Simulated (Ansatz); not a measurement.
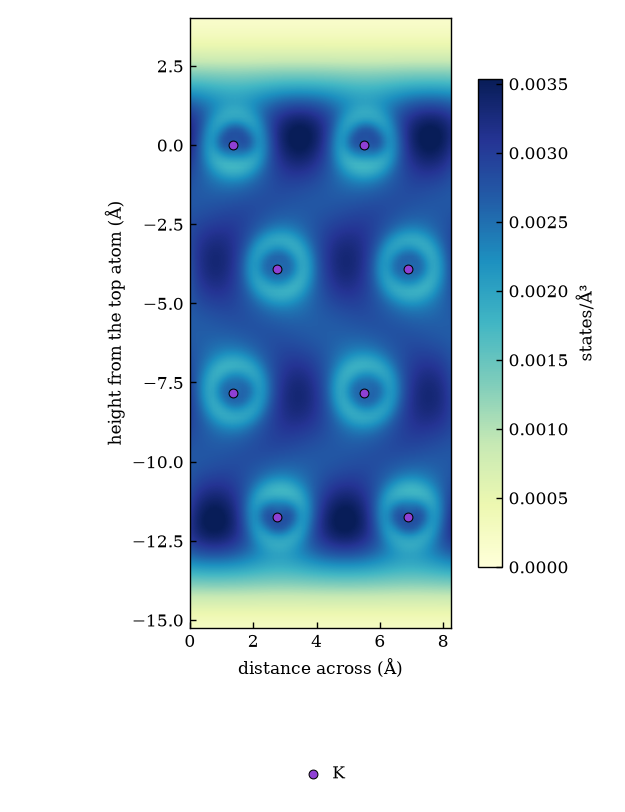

Density of all states between −0.25 and 0.00 eV (zero: the Fermi level) of K(001) (P6_3/mmc bulk, the cell from a database of computed structures, not from a measurement, 4 atomic planes (those closer than 0.6 Å count as one), 12 Å): side view, averaged along the second cell vector.

The picture shows the smooth PAW orbitals' density alone; the shares below count all of it.

Method: Ansatz 0.2.0, DFT PBEsol, scalar-relativistic, plane waves, PAW. Cutoff 420 eV, 21 × 21 k-points, Gaussian smearing 0.1 eV, dipole correction. The slab is a cut without reconstruction beyond its cell, at the source's lattice constants, with its lower half held fixed and the rest relaxed. This isn't the element's usual bcc form. No spin polarisation. The run warns that the functional's potential is rough in the thin density of the vacuum, where the tip is; weak contrasts and barriers may feel it.

How is this energy window spread over the atomic planes?

Answer. The window holds 0.87 states per cell. Shares by plane (space cut midway between planes), top to bottom: K 26 %, K 23 %, K 24 %, K 26 %; the outer planes' shares include the vacuum, and density in a gap between layers is shared out between the planes on either side. The states spread through the slab.
